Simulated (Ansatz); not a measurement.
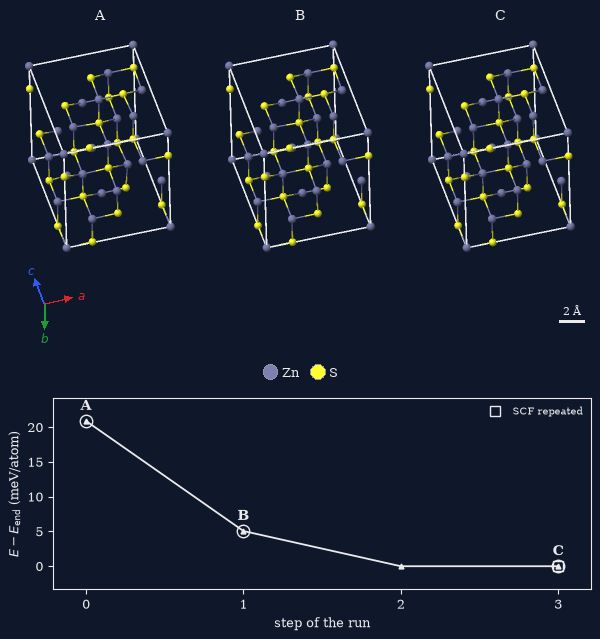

Frames of a relaxation of crystalline ZnS (set up in P1), marked on the history of the run. A ball-and-stick model of the cell of the calculation, seen from a free direction.

The calculation used Ansatz, DFT PBE, scalar-relativistic, plane waves, PAW.

Input file:
```yaml
crystal:
  lattice:
    - [5.4423572611, 5.4423572611, 5.4423572611]
    - [-5.4423572611, 5.4423572611, -5.4423572611]
    - [-5.4423572611, -5.4423572611, 5.4423572611]
  atoms:
    - { symbol: Zn, position: [0.5018884868, 0.2506108911, 0.2547232673] }
    - { symbol: Zn, position: [0.5032886286, -0.0023191265, 0.4955509611] }
    - { symbol: Zn, position: [0.7557844154, 0.0082939248, 0.2576877419] }
    - { symbol: Zn, position: [0.5008638908, 0.7544132131, 0.7519606587] }
    - { symbol: Zn, position: [0.7595038543, 0.7500478735, 0.4987287691] }
    - { symbol: Zn, position: [0.0027405092, 0.7414611409, 0.2464596781] }
    - { symbol: Zn, position: [0.4962391366, 0.5018452481, -0.0047497028] }
    - { symbol: Zn, position: [0.7506488458, 0.5003300444, 0.7551022026] }
    - { symbol: Zn, position: [0.0103787063, 0.5072763083, 0.5066463323] }
    - { symbol: Zn, position: [0.2518220762, 0.5082681812, 0.2517080823] }
    - { symbol: Zn, position: [0.7548723062, 0.2508253085, 0.0039150347] }
    - { symbol: Zn, position: [-0.0055037053, 0.2485088674, 0.7522594992] }
    - { symbol: Zn, position: [0.2544115414, 0.2483897751, 0.5080104614] }
    - { symbol: Zn, position: [0.0003716379, 0.0007960526, -0.0005867288] }
    - { symbol: Zn, position: [0.2539449339, -0.0055769292, 0.7523685172] }
    - { symbol: Zn, position: [0.2546767273, 0.7537188132, 0.0033955708] }
    - { symbol: S, position: [0.2506029998, -0.0019690264, 0.0055409473] }
    - { symbol: S, position: [0.2468362123, 0.7357640798, 0.2435318209] }
    - { symbol: S, position: [0.5030978695, 0.7513654777, 0.0084001845] }
    - { symbol: S, position: [0.249787904, 0.4939439358, 0.4906519846] }
    - { symbol: S, position: [0.4994889647, 0.4956359607, 0.2489221199] }
    - { symbol: S, position: [0.7498511021, 0.4968929826, -0.0082449109] }
    - { symbol: S, position: [0.257897632, 0.2526285004, 0.7563328211] }
    - { symbol: S, position: [0.4978040411, 0.2481649024, 0.4975855276] }
    - { symbol: S, position: [0.7454854193, 0.2467116204, 0.2529527545] }
    - { symbol: S, position: [-0.0001309906, 0.2473662418, 0.0043612225] }
    - { symbol: S, position: [0.5124996922, 0.013125447, 0.7547775711] }
    - { symbol: S, position: [0.7393609185, 0.002338046, 0.5065068212] }
    - { symbol: S, position: [-0.00410697, -0.0054750754, 0.2413118793] }
    - { symbol: S, position: [0.7441207701, 0.7442996936, 0.7420984606] }
    - { symbol: S, position: [0.0053765477, 0.7545414411, 0.5010881703] }
    - { symbol: S, position: [0.0070026442, 0.5033847139, 0.7622902834] }
basis:
  ecutwfc: 420
  xc_grid: 2
kpoints:
  mp_grid: { grid: [2, 2, 2], shift: [0.5, 0.5, 0.5] }
hamiltonian:
  xc: pbe
scf:
  occupations: { method: gaussian, width: 0.02 }
output:
  forces: true
  stress: false
  eigenvalues: true
relax:
  adjacent_minimum: "off"
  f_tol: 0.03
  max_steps: 25
```

Run as
```bash
ansatz run input.yaml --threads 8 --pin off --max-ram 16384MiB --backend cpu --events-out ev --progress --plain --runs-dir out
```

### What happens along the run?

Over 2 accepted moves (3 points after the start) the energy falls by 20.9 meV per atom. The largest force component goes from 1.3 to 0.011 eV/Å. 1 step only repeated the SCF at the same geometry. The atom that moves furthest is S28 (0.15 Å roughly along [3 −1 −2]). Largest moves by element: S 0.15 Å, Zn 0.08 Å. The lattice vectors keep their values. Some distances before and after: Zn2–S28 2.178 → 2.354 Å, Zn10–S18 2.187 → 2.354 Å, Zn8–S22 2.244 → 2.355 Å, Zn12–S23 2.457 → 2.357 Å. Bond angles that change, for instance: Zn10–S20–Zn13 115.6° → 109.6°, Zn4–S20–Zn9 104.2° → 109.4°, Zn2–S28–Zn5 114.6° → 109.6°. The space group (tolerance 0.01 Å) goes from P1 (No. 1) to F-43m (No. 216). The run took 40 s on 8 threads of Arm Neoverse V2 (shared host), peak memory 2.2 GiB. From step 0 to 1: S28 moves most (0.12 Å), energy −15.8 meV per atom. From step 1 to 3: Zn atoms move most (0.08 Å), energy −5.1 meV per atom.
